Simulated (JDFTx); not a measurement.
Bi: geometry relaxation (part 1 of 3)

System: Bi (R-3m, 2 atoms in the cell).
Method: Kohn-Sham DFT of a periodic cell, LDA, PseudoDojo-SR-LDA-0.4.1-standard, no spin polarisation (JDFTx 1.7.0 (patched build)).

The structure derives from an entry of the Crystallography Open Database.

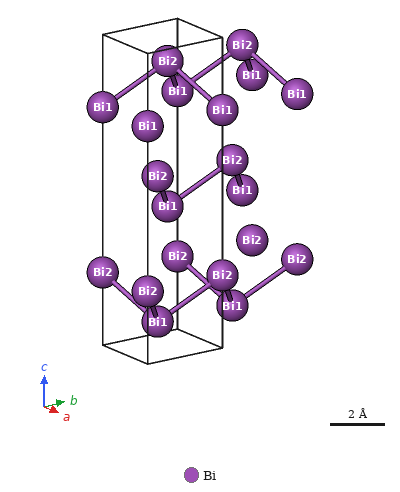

Figure 1. The starting structure (ball-and-stick view of the cell 3 times as large as that of the calculation, set on its symmetry axes, repeated 1 × 2 × 1, seen slightly off an axis; atoms are numbered from 1 in the order of the input). An atom can appear more than once, as a periodic image.

### Results in brief

- outcome: converged
- space group (tolerance 0.01 Å): R-3m (166)
- electrons treated: 30
- free energy: −3890.4186 eV
- Fermi energy: 10.077 eV
- gap on the k-point mesh: none (metallic)
- pressure: 0.00 GPa
- final volume: 67.61 Å³
- largest force (length of the vector) at the end: 0.001 eV/Å
- final cell: a = 4.661 Å, b = 4.661 Å, c = 4.661 Å, α = 57.59°, β = 57.59°, γ = 57.59°
- hardware: 1 thread of Intel Xeon @ 2.50GHz (Skylake/Cascade Lake), 32 GiB of memory available, shared host
- wall time: 16 min
- peak memory: 0.21 GiB

### Remarks

Spin–orbit coupling is left out, which matters for Bi.

### Input file
```
lattice \
    4.2849539876    -4.2849539876     0.0000000000 \
    2.4739193382     2.4739193382    -4.9478386764 \
    7.4417414788     7.4417414788     7.4417414788
coords-type Lattice
ion Bi     0.7660000000     0.7660000000     0.7660000000 1
ion Bi     0.2340000000     0.2340000000     0.2340000000 1

ion-species pseudo/Bi.upf
elec-cutoff 35 280
elec-ex-corr lda-PW
kpoint-folding 6 6 6
elec-smearing Fermi 0.0018374661
elec-n-bands 22
electronic-SCF nIterations 100 energyDiffThreshold 1e-09
electronic-minimize nIterations 30 energyDiffThreshold 1e-7
forces-output-coords Cartesian
lattice-minimize nIterations 40 energyDiffThreshold 1e-6

dump-name run.$VAR
dump End Ecomponents EigStats BandEigs Kpoints Forces Stress
```

Command:
```bash
jdftx -c 1 -i Bi.in -o Bi.out
```

### The program's output
```
*************** JDFTx 1.7.0 (patched build) ***************

Input parsed successfully to the following command list (including defaults):
[... the input with its defaults ...]

---------- Setting up symmetries ----------

Non-trivial transmission matrix:
[   1   0   0  ]
[  -1   1   0  ]
[   0  -1   1  ]
with reduced lattice vectors:
[      8.569908     -4.284954      0.000000  ]
[      0.000000      7.421758     -4.947839  ]
[      0.000000      0.000000      7.441741  ]

Found 12 point-group symmetries of the bravais lattice
Found 12 space-group symmetries with basis
Applied RMS atom displacement 0 bohrs to make symmetries exact.

---------- Initializing the Grid ----------
R =
[      4.28495     -4.28495            0  ]
[      2.47392      2.47392     -4.94784  ]
[      7.44174      7.44174      7.44174  ]
unit cell volume = 473.323
G =
[   0.733168   0.423295   0.281439  ]
[  -0.733168   0.423295   0.281439  ]
[ -3.415e-18   -0.84659   0.281439  ]
Minimum fftbox size, Smin = [  68  68  68  ]
Chosen fftbox size, S = [  70  70  70  ]

---------- Initializing tighter grid for wavefunction operations ----------
R =
[      4.28495     -4.28495            0  ]
[      2.47392      2.47392     -4.94784  ]
[      7.44174      7.44174      7.44174  ]
unit cell volume = 473.323
G =
[   0.733168   0.423295   0.281439  ]
[  -0.733168   0.423295   0.281439  ]
[ -3.415e-18   -0.84659   0.281439  ]
Minimum fftbox size, Smin = [  48  48  48  ]
Chosen fftbox size, S = [  48  48  48  ]

---------- Exchange Correlation functional ----------
Initalized Slater LDA exchange.
Initalized Perdew-Wang LDA correlation.

---------- Setting up pseudopotentials ----------
Width of ionic core gaussian charges (only for fluid interactions / plotting) set to 0

Reading pseudopotential file 'pseudo/Bi.upf':
  'Bi' pseudopotential, 'SLA  PW   NOGX NOGC' functional
  Generated using ONCVPSP code by D. R. Hamann
  15 valence electrons, 3 orbitals, 6 projectors, 1001 radial grid points, with lMax = 2
    5D    l: 2   occupation: 10.0   eigenvalue: -0.999159
    6S    l: 0   occupation:  2.0   eigenvalue: -0.542357
    6P    l: 1   occupation:  3.0   eigenvalue: -0.175243
  Core radius for overlap checks: 2.36 bohrs.

Initialized 1 species with 2 total atoms.

Folded 1 k-points by 6x6x6 to 216 k-points.

---------- Setting up k-points, bands, fillings ----------
Reduced to 32 k-points under symmetry.
Computing the number of bands and number of electrons
Calculating initial fillings.
nElectrons:  30.000000   nBands: 22   nStates: 32

----- Setting up reduced wavefunction bases (one per k-point) -----
average nbasis = 4681.245 , ideal nbasis = 4681.161

---------- Setting up ewald sum ----------
Optimum gaussian width for ewald sums = 2.819641 bohr.
Real space sum over 1331 unit cells with max indices [  5  5  5  ]
Reciprocal space sum over 2197 terms with max indices [  6  6  6  ]

---------- Allocating electronic variables ----------
Initializing wave functions:  linear combination of atomic orbitals
Note: number of bands (22) exceeds available atomic orbitals (18)
Bi pseudo-atom occupations:   s ( 2 )  p ( 3 )  d ( 10 )
	FillingsUpdate:  mu: +0.356549303  nElectrons: 30.000000
LCAOMinimize: Iter:   0  F: -142.9391944091672997  |grad|_K:  2.341e-04  alpha:  1.000e+00
	FillingsUpdate:  mu: +0.356462993  nElectrons: 30.000000
LCAOMinimize: Iter:   1  F: -142.9394687888563169  |grad|_K:  1.057e-05  alpha:  6.483e-01  linmin:  4.628e-03  cgtest:  8.374e-04
	FillingsUpdate:  mu: +0.356445825  nElectrons: 30.000000
LCAOMinimize: Iter:   2  F: -142.9394696017317585  |grad|_K:  3.088e-07  alpha:  9.399e-01  linmin:  1.314e-03  cgtest: -1.657e-02
	FillingsUpdate:  mu: +0.356446423  nElectrons: 30.000000
LCAOMinimize: Iter:   3  F: -142.9394696023799725  |grad|_K:  3.178e-08  alpha:  8.787e-01  linmin:  1.086e-03  cgtest: -6.263e-03
LCAOMinimize: Converged (|Delta F|<1.000000e-06 for 2 iters).

--------- Lattice Minimization ---------

-------- Electronic minimization -----------
Will mix electronic density at each iteration.
	FillingsUpdate:  mu: +0.356446423  nElectrons: 30.000000
	FillingsUpdate:  mu: +0.348740233  nElectrons: 30.000000
SCF: Cycle:  0   F: -142.968209534432589   dF: -2.874e-02   |Residual|: 3.133e-02   |deigs|: 9.483e-02
	FillingsUpdate:  mu: +0.348444901  nElectrons: 30.000000
SCF: Cycle:  1   F: -142.969641856635320   dF: -1.432e-03   |Residual|: 1.366e-02   |deigs|: 5.466e-03
	FillingsUpdate:  mu: +0.348533826  nElectrons: 30.000000
SCF: Cycle:  2   F: -142.969805192782189   dF: -1.633e-04   |Residual|: 5.283e-03   |deigs|: 1.395e-03
	FillingsUpdate:  mu: +0.348732979  nElectrons: 30.000000
SCF: Cycle:  3   F: -142.969809095040716   dF: -3.902e-06   |Residual|: 1.148e-03   |deigs|: 1.934e-04
	FillingsUpdate:  mu: +0.348769704  nElectrons: 30.000000
SCF: Cycle:  4   F: -142.969810512517284   dF: -1.417e-06   |Residual|: 3.857e-04   |deigs|: 6.487e-05
	FillingsUpdate:  mu: +0.348799112  nElectrons: 30.000000
SCF: Cycle:  5   F: -142.969810774894398   dF: -2.624e-07   |Residual|: 1.023e-04   |deigs|: 9.558e-05
	FillingsUpdate:  mu: +0.348812708  nElectrons: 30.000000
SCF: Cycle:  6   F: -142.969810821963364   dF: -4.707e-08   |Residual|: 6.707e-05   |deigs|: 3.564e-05
	FillingsUpdate:  mu: +0.348812638  nElectrons: 30.000000
SCF: Cycle:  7   F: -142.969810838553514   dF: -1.659e-08   |Residual|: 2.263e-05   |deigs|: 2.662e-05
	FillingsUpdate:  mu: +0.348813244  nElectrons: 30.000000
SCF: Cycle:  8   F: -142.969810841624877   dF: -3.071e-09   |Residual|: 6.126e-06   |deigs|: 1.470e-05
	FillingsUpdate:  mu: +0.348813386  nElectrons: 30.000000
SCF: Cycle:  9   F: -142.969810842765753   dF: -1.141e-09   |Residual|: 1.743e-06   |deigs|: 3.587e-05
	FillingsUpdate:  mu: +0.348813415  nElectrons: 30.000000
SCF: Cycle: 10   F: -142.969810842996736   dF: -2.310e-10   |Residual|: 1.158e-06   |deigs|: 1.687e-05
	FillingsUpdate:  mu: +0.348813424  nElectrons: 30.000000
SCF: Cycle: 11   F: -142.969810843107837   dF: -1.111e-10   |Residual|: 4.408e-07   |deigs|: 1.016e-05
SCF: Converged (|Delta E|<1.000000e-09 for 2 iters).

Setting wave functions to eigenvectors of Hamiltonian
# Lattice vectors:
R =
[      4.28495     -4.28495            0  ]
[      2.47392      2.47392     -4.94784  ]
[      7.44174      7.44174      7.44174  ]
unit cell volume = 473.323

# Strain tensor in Cartesian coordinates:
[            0            0            0  ]
[            0            0            0  ]
[            0            0            0  ]

# Stress tensor in Cartesian coordinates [Eh/a0^3]:
[  5.22826e-05            0            0  ]
[            0  5.22826e-05            0  ]
[            0            0  4.75597e-05  ]

# Ionic positions in lattice coordinates:
ion Bi   0.766000000000000   0.766000000000000   0.766000000000000 1
ion Bi   0.234000000000000   0.234000000000000   0.234000000000000 1

# Forces in Cartesian coordinates:
force Bi  -0.000000000000000  -0.000000000000000   0.000397899931163 1
force Bi  -0.000000000000000  -0.000000000000000  -0.000397899931163 1

# Energy components:
   Eewald =     -102.6603808731440779
       EH =       35.3119242022126798
     Eloc =     -101.5417128315911413
      Enl =      -30.1797337511901347
      Exc =      -42.7902238802028378
 Exc_core =       20.8720314261624011
       KE =       78.0184099679105003
-------------------------------------
     Etot =     -142.9696857398425891
       TS =        0.0001251032652554
-------------------------------------
        F =     -142.9698108431078367

LatticeMinimize: Iter:   0  F: -142.969810843107837  |grad|_K:  5.369e-03

#--- Lowdin population analysis ---
# oxidation-state Bi +0.021 +0.021

-------- Electronic minimization -----------
Will mix electronic density at each iteration.
	FillingsUpdate:  mu: +0.348813424  nElectrons: 30.000000
	FillingsUpdate:  mu: +0.349494424  nElectrons: 30.000000
SCF: Cycle:  0   F: -142.969839008223460   dF: -7.291e-07   |Residual|: 8.427e-05   |deigs|: 4.269e-06
	FillingsUpdate:  mu: +0.349490543  nElectrons: 30.000000
SCF: Cycle:  1   F: -142.969839032991842   dF: -2.477e-08   |Residual|: 4.040e-05   |deigs|: 1.632e-05
	FillingsUpdate:  mu: +0.349487296  nElectrons: 30.000000
SCF: Cycle:  2   F: -142.969839037705924   dF: -4.714e-09   |Residual|: 1.461e-05   |deigs|: 1.400e-05
	FillingsUpdate:  mu: +0.349487226  nElectrons: 30.000000
SCF: Cycle:  3   F: -142.969839038184773   dF: -4.788e-10   |Residual|: 7.257e-06   |deigs|: 1.996e-06
	FillingsUpdate:  mu: +0.349486539  nElectrons: 30.000000
SCF: Cycle:  4   F: -142.969839038329297   dF: -1.445e-10   |Residual|: 1.936e-06   |deigs|: 3.611e-06
SCF: Converged (|Delta E|<1.000000e-09 for 2 iters).

Setting wave functions to eigenvectors of Hamiltonian
LatticeMinimize: 	Wolfe criterion not satisfied: alpha: 1  (E-E0)/|gdotd0|: -0.978106  gdotd/gdotd0: 0.956376 (taking cubic step)

-------- Electronic minimization -----------
Will mix electronic density at each iteration.
	FillingsUpdate:  mu: +0.349486539  nElectrons: 30.000000
	FillingsUpdate:  mu: +0.350851983  nElectrons: 30.000000
SCF: Cycle:  0   F: -142.969891489132294   dF: -2.937e-06   |Residual|: 1.751e-04   |deigs|: 2.346e-06
	FillingsUpdate:  mu: +0.350843590  nElectrons: 30.000000
SCF: Cycle:  1   F: -142.969891582741582   dF: -9.361e-08   |Residual|: 7.708e-05   |deigs|: 3.385e-05
	FillingsUpdate:  mu: +0.350837952  nElectrons: 30.000000
SCF: Cycle:  2   F: -142.969891598188099   dF: -1.545e-08   |Residual|: 2.657e-05   |deigs|: 2.464e-05
	FillingsUpdate:  mu: +0.350837300  nElectrons: 30.000000
SCF: Cycle:  3   F: -142.969891599498510   dF: -1.310e-09   |Residual|: 1.494e-05   |deigs|: 1.401e-06
	FillingsUpdate:  mu: +0.350836211  nElectrons: 30.000000
SCF: Cycle:  4   F: -142.969891599825246   dF: -3.267e-10   |Residual|: 3.782e-06   |deigs|: 2.953e-06
	FillingsUpdate:  mu: +0.350836275  nElectrons: 30.000000
SCF: Cycle:  5   F: -142.969891599907896   dF: -8.265e-11   |Residual|: 1.931e-06   |deigs|: 1.347e-06
SCF: Converged (|Delta E|<1.000000e-09 for 2 iters).

Setting wave functions to eigenvectors of Hamiltonian
# Lattice vectors:
R =
[      4.27972     -4.27972            0  ]
[       2.4709       2.4709     -4.94179  ]
[      7.43347      7.43347      7.43347  ]
unit cell volume = 471.642

# Strain tensor in Cartesian coordinates:
[  -0.00122202            0            0  ]
[            0  -0.00122202            0  ]
[            0            0  -0.00111166  ]

# Stress tensor in Cartesian coordinates [Eh/a0^3]:
[  4.59365e-05            0            0  ]
[            0  4.59365e-05            0  ]
[            0            0  4.20199e-05  ]

# Ionic positions in lattice coordinates:
ion Bi   0.766053481874975   0.766053481874975   0.766053481874975 1
ion Bi   0.233946518125025   0.233946518125025   0.233946518125025 1

# Forces in Cartesian coordinates:
force Bi  -0.000000000000000  -0.000000000000000   0.000005298029196 1
force Bi   0.000000000000000   0.000000000000000  -0.000005298029196 1

# Energy components:
   Eewald =     -102.7783005868785011
       EH =       35.2474193618819029
     Eloc =     -101.3614971739716708
      Enl =      -30.1779004381028564
      Exc =      -42.7924423297588561
 Exc_core =       20.8720314342565487
       KE =       78.0209231184287546
-------------------------------------
     Etot =     -142.9697666141447030
       TS =        0.0001249857631936
-------------------------------------
        F =     -142.9698915999078963

LatticeMinimize: Iter:   1  F: -142.969891599907896  |grad|_K:  4.682e-03  alpha:  3.000e+00  linmin: -7.729e-01

#--- Lowdin population analysis ---
# oxidation-state Bi +0.021 +0.021

-------- Electronic minimization -----------
Will mix electronic density at each iteration.
	FillingsUpdate:  mu: +0.350836275  nElectrons: 30.000000
	FillingsUpdate:  mu: +0.360353899  nElectrons: 30.000000
SCF: Cycle:  0   F: -142.970128057355510   dF: -1.351e-04   |Residual|: 1.053e-03   |deigs|: 2.752e-05
	FillingsUpdate:  mu: +0.360289158  nElectrons: 30.000000
SCF: Cycle:  1   F: -142.970129499571811   dF: -1.442e-06   |Residual|: 4.557e-04   |deigs|: 2.419e-04
	FillingsUpdate:  mu: +0.360233170  nElectrons: 30.000000
SCF: Cycle:  2   F: -142.970129914751141   dF: -4.152e-07   |Residual|: 1.703e-04   |deigs|: 1.871e-04
	FillingsUpdate:  mu: +0.360232262  nElectrons: 30.000000
SCF: Cycle:  3   F: -142.970129935997647   dF: -2.125e-08   |Residual|: 7.995e-05   |deigs|: 1.671e-05
	FillingsUpdate:  mu: +0.360222874  nElectrons: 30.000000
SCF: Cycle:  4   F: -142.970129941008196   dF: -5.011e-09   |Residual|: 3.482e-05   |deigs|: 9.070e-06
	FillingsUpdate:  mu: +0.360222758  nElectrons: 30.000000
SCF: Cycle:  5   F: -142.970129942017365   dF: -1.009e-09   |Residual|: 1.105e-05   |deigs|: 5.160e-06
	FillingsUpdate:  mu: +0.360222112  nElectrons: 30.000000
SCF: Cycle:  6   F: -142.970129942307551   dF: -2.902e-10   |Residual|: 8.292e-06   |deigs|: 3.722e-06
	FillingsUpdate:  mu: +0.360222171  nElectrons: 30.000000
SCF: Cycle:  7   F: -142.970129942393584   dF: -8.603e-11   |Residual|: 3.536e-06   |deigs|: 2.309e-06
SCF: Converged (|Delta E|<1.000000e-09 for 2 iters).

Setting wave functions to eigenvectors of Hamiltonian
# Lattice vectors:
R =
[      4.25602     -4.25602            0  ]
[      2.45721      2.45721     -4.91442  ]
[      7.39579      7.39579      7.39579  ]
unit cell volume = 464.068

# Strain tensor in Cartesian coordinates:
[  -0.00675323            0            0  ]
[            0  -0.00675323            0  ]
[            0            0  -0.00617481  ]

# Stress tensor in Cartesian coordinates [Eh/a0^3]:
[  1.74494e-05            0            0  ]
[            0  1.74494e-05            0  ]
[            0            0  1.82205e-05  ]

# Ionic positions in lattice coordinates:
ion Bi   0.766031833572050   0.766031833572050   0.766031833572050 1
ion Bi   0.233968166427950   0.233968166427950   0.233968166427950 1

# Forces in Cartesian coordinates:
force Bi  -0.000000000000000   0.000000000000000  -0.001332190353055 1
force Bi   0.000000000000000  -0.000000000000000   0.001332190353055 1
```
